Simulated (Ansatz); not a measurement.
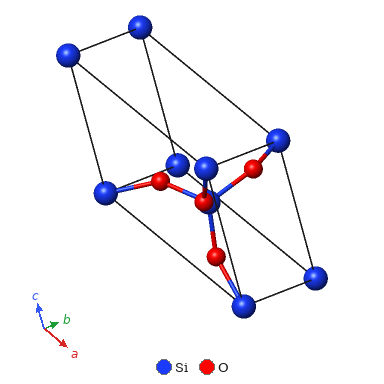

System: SiO₂, space group I-42d (No. 122). The picture shows the cell.

Input of the run:
```
crystal:
  lattice:
    - [-2.4632701762, 2.4632701762, 3.6420760746]
    - [2.4632701762, -2.4632701762, 3.6420760746]
    - [2.4632701762, 2.4632701762, -3.6420760746]
  atoms:
    - { symbol: Si, position: [0.0, 0.0, 0.0] }
    - { symbol: Si, position: [0.75, 0.25, 0.5] }
    - { symbol: O, position: [0.9741962338, 0.625, 0.8491962338] }
    - { symbol: O, position: [0.375, 0.2241962338, 0.3491962338] }
    - { symbol: O, position: [0.7758037662, 0.125, 0.1508037662] }
    - { symbol: O, position: [0.875, 0.0258037662, 0.6508037662] }
basis:
  ecutwfc: 420
kpoints:
  mp_grid: { grid: [8, 8, 8] }
hamiltonian:
  xc: lda
scf:
  occupations: { method: fixed }
output:
  forces: true
  stress: true
  eigenvalues: true
  polarization: {}
elastic:
  mode: clamped_ion
  stencil: two_point
```

Run as:
```bash
ansatz run input.yaml --threads 2 --pin off --max-ram 6144MiB --backend cpu --events-out ev --progress --plain --runs-dir out
```

Calculation (Ansatz 0.2.0): proper piezoelectric stress tensor of an insulator from Berry phases at small strains, Voigt columns xx yy zz yz xz xy, Cartesian axes of the cell vectors; plane waves with PAW datasets, Γ-centred k mesh. Level: LDA, no spin polarisation.

- wave cutoff: 420 eV
- k mesh: 8×8×8
- occupations: fixed
- pressure: 0 GPa
- ions: clamped
- strain amplitude: 0.002

Describe the result: the piezoelectric tensor e in Voigt notation.

The largest component is e36 = −0.253 C/m². Three components exceed 1 % of the largest: e14 = −0.171, e25 = −0.171, e36 = −0.253 C/m².

|  | xx | yy | zz | yz | xz | xy |
| --- | --- | --- | --- | --- | --- | --- |
| x | 0.000 | 0.000 | 0.000 | −0.171 | 0.000 | 0.000 |
| y | 0.000 | 0.000 | 0.000 | 0.000 | −0.171 | 0.000 |
| z | 0.000 | 0.000 | 0.000 | 0.000 | 0.000 | −0.253 |

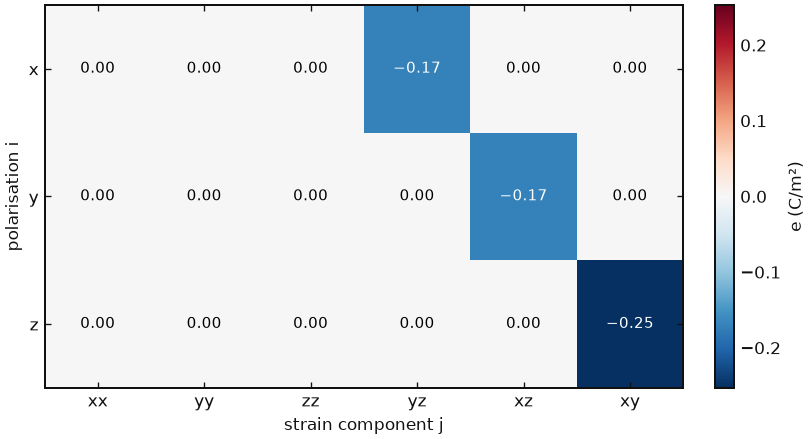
